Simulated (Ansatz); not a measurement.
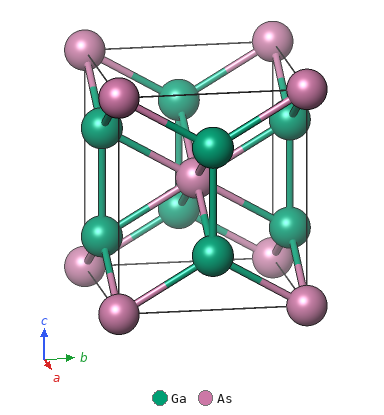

Drawn in the ball-and-stick manner and seen slightly off an axis. The edges of the conventional unit cell are marked. Cell: a = 4.88 Å, b = 4.88 Å, c = 5.72 Å, α = 90.00°, β = 90.00°, γ = 90.00°.

The initial geometry was a random cell made by a generator, so it need not be a real form of the compound. Earlier steps of the study may have refined or changed the cell and positions. Ansatz was used for an electronic-structure calculation on it.

Question: What structure is drawn here?

Answer: The stoichiometry is Ga₂As. Symmetry: I4/mmm (No. 139), body-centred tetragonal lattice. The cell has 6 atoms, namely 4 Ga, 2 As. Ga is linked to four As and two Ga (about 2.8 Å to As, 2.9 Å to Ga). Each As atom has eight Ga in a distorted cubic arrangement at about 2.8 Å around it. The bonds build a three-dimensional framework.

Run with Ansatz 0.2.0, DFT PBE, scalar-relativistic, plane waves, PAW and these settings: E_cut = 420 eV, k-points about 0.13 Å⁻¹ apart, Gaussian smearing of 0.1 eV, no spin polarisation.

Question: Does it come out as a metal, or with a gap?

Answer: A metal: bands cross the Fermi level.

Question: State the Bader charges by element.

Answer: Ga +0.30 e; As -0.60 e.

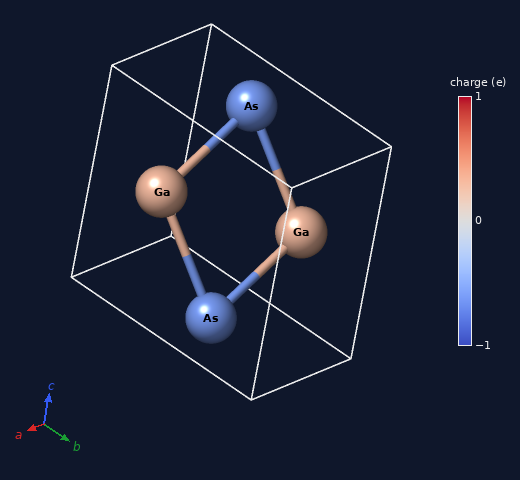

The atoms coloured by those charges. The run's cell of 3 atoms is drawn, so axes and origin can differ from the first picture.

Question: Is the structure relaxed at this level of theory?

Answer: Yes. All forces vanish to within 0.01 eV/Å. The pressure is 0.0 GPa, close to zero.
